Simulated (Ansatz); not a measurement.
Given this structure:

```xyz
12
Lattice="3.5302 0.0000 0.0000 0.0000 13.5186 0.0000 0.0000 0.0000 3.5652" Properties=species:S:1:pos:R:3 pbc="T T T"
Ti    1.7651    8.1533    2.6739
Ti    0.0000   12.1246    0.8913
Si    1.7651   12.7311    2.6739
Si    0.0000    7.5468    0.8913
Si    0.0000   10.1432    2.6739
Si    1.7651   10.1347    0.8913
Ti    0.0000    1.3940    2.6739
Ti    1.7651    5.3653    0.8913
Si    0.0000    5.9718    2.6739
Si    1.7651    0.7875    0.8913
Si    1.7651    3.3839    2.6739
Si    0.0000    3.3754    0.8913
```

**Before looking at a picture, describe the arrangement of atoms.**

The material is TiSi₂. Space group: Cmcm (No. 63). Lattice: base-centred orthorhombic. One cell contains 4 Ti, 8 Si, 12 atoms in all. The coordination shell of Ti holds ten Si at 2.58 to 2.81 Å. Si takes two kinds of site: 4c with six Ti and two Si (2.58 to 2.81 Å to Ti, 2.38 Å to Si); 4c with four Ti and four Si (2.66 to 2.67 Å to Ti, 2.51 Å to Si). Not all metal-metal contacts are counted. The bonds build a three-dimensional framework.

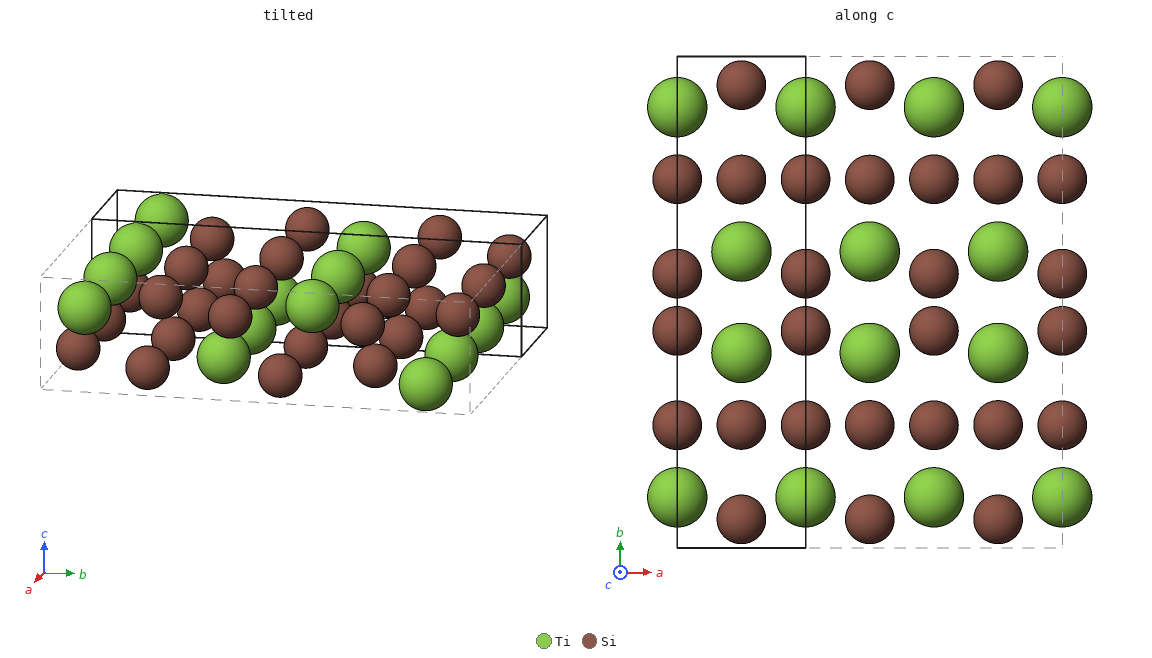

Drawn in the spheres-only manner and seen slightly off an axis and along the c axis. 3×1×1 cells are drawn; the solid outline is the conventional unit cell.

The cell started as a structure listed in the Materials Project. Earlier steps of the study may have refined or changed the cell and positions. An electronic-structure calculation with Ansatz was run on it.
